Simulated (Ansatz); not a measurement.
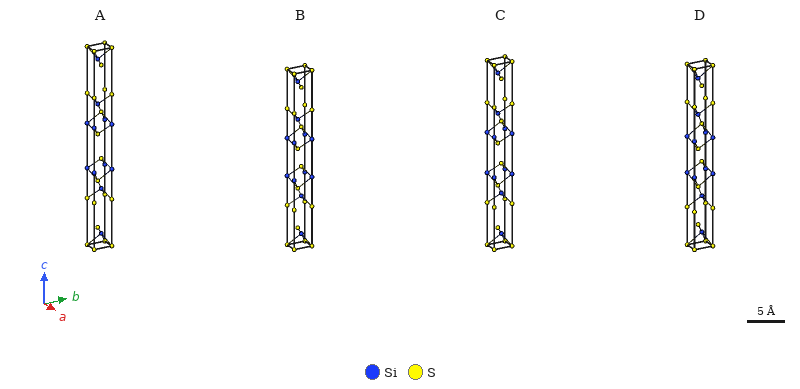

4 geometries from one relaxation of crystalline Si2S3 (built on the tetradymite_166 type) (coarse preliminary run), in shuffled order. Style: ball-and-stick. Shown: the conventional cell (3 times the calculation's cell), slightly off an axis. Lengths and directions refer to the drawn axes.

Case: tetradymite type (R-3m, No. 166).

Method: DFT PBE, scalar-relativistic, plane waves, PAW in Ansatz 0.2.0. Set-up: plane-wave cutoff 420 eV; k-point mesh 6 × 6 × 6; occupations gaussian; smearing width 0.1 eV; no spin polarisation; cell and atoms relaxed; force threshold 0.04 eV/Å; at most 70 steps.

Question: Order the frames from highest to lowest energy.

Answer: D, B, C, A. They are steps 0, 2, 3, 7, at +1.274 eV per cell of the calculation, +97.4 meV per cell of the calculation, +31.2 meV per cell of the calculation relative to the last. The energy falls by 1.274 eV per cell of the calculation in 6 accepted moves (7 points after the start). The largest force component goes from 2.3 to 0.02 eV/Å. Pressure: −9.84 GPa at the start and 0.09 GPa at the end. The SCF was repeated once at an unchanged geometry on a basis and grid sized afresh for the cell, which shifted the energy by 1.3 meV per cell of the calculation at most. The largest moves relative to the cell, 0.72 Å, are those of S atoms. By element the largest moves are S 0.72 Å, Si 0.36 Å. The volume changes by +1.4 %, with a = b 3.607 → 3.467 Å (−3.9 %), c 25.084 → 27.540 Å (+9.8 %). Near-neighbour distances that change, for instance: S–Si 2.529 → 2.342 Å, S–Si 2.671 → 2.488 Å. Bond angles that change, for instance: S–Si–S 91.0° → 95.5°, Si–S–Si 91.0° → 95.5°, S–Si–S 91.9° → 88.0°. The space group stays R-3m (No. 166). Cost: 25 s on 1 thread of Arm Neoverse V2, with other jobs on the host, peak memory 0.36 GiB.

Limits of the set-up: layers or molecules are held without a dispersion correction, so their spacing is unreliable.
